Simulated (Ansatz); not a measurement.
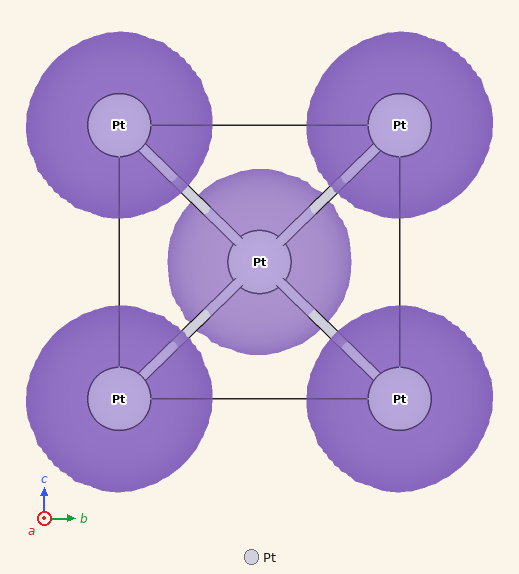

Pt. Isosurface of the valence charge density (pseudo) at 0.8 e/Å³ (purple), seen along the a axis. Sticks mark near contacts.

Space group I4/mmm; computed pressure about 14 GPa in this cell.

All numbers below come from Ansatz 0.2.0, DFT LDA, scalar-relativistic, plane waves, PAW.

In a PAW calculation such maps are meaningful between the atoms, not at the nuclei.

```xyz
2
Lattice="2.1806 -2.1806 0.0000 2.1806 2.1806 0.0000 0.0000 0.0000 3.0105" Properties=species:S:1:pos:R:3 pbc="T T T"
Pt    0.0000    0.0000    0.0000
Pt    2.1806    0.0000    1.5053
```

Question: What does this surface tell about the bonding?

Answer: At this value the density breaks into separate islands; it holds about 80 % of the electrons treated as valence (semicore included). It bridges none of the near contacts. It is pinched off along the shortest Pt–Pt (2.65 Å) contacts. On the grid the lowest density along these lines, outside the cores, is 0.47 e/Å³ (Pt–Pt, 2.65 Å).

Question: Metal or insulator at this level of theory?

Answer: It is metallic or semimetallic at this level of theory: no gap opens.
